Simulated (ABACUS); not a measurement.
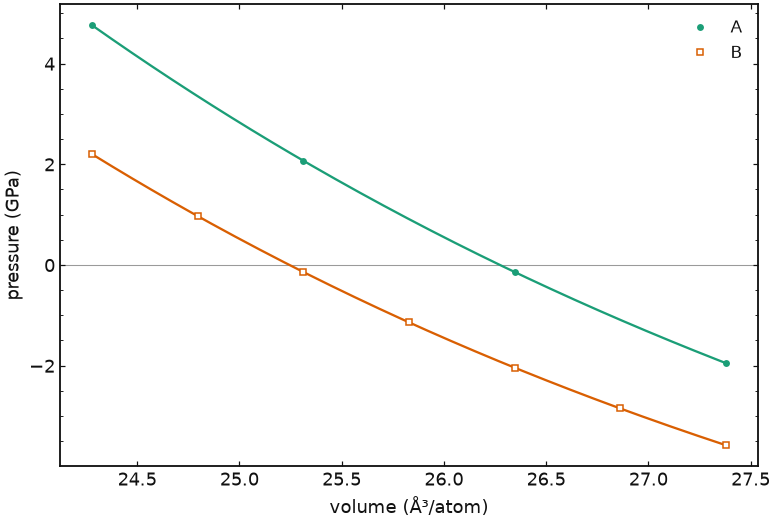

The picture above shows the pressure against volume, with one curve for each functional, for CaSe (space group Fm-3m). The labels are replaced by letters. In alphabetical order the cases are: PBEsol; r2SCAN.

Calculation (ABACUS 3.10.1): DFT in plane waves or numerical atomic orbitals with pseudopotentials, no spin polarisation; energies at scaled volumes of the given cell, shape and fractions fixed, counted from the fit's minimum, third-order Birch-Murnaghan fit. All runs: no spin polarisation.

occupations Fermi–Dirac; smearing width 0.05 eV.

Q: Which letter stands for which functional?

A: A: r2SCAN; B: PBEsol.
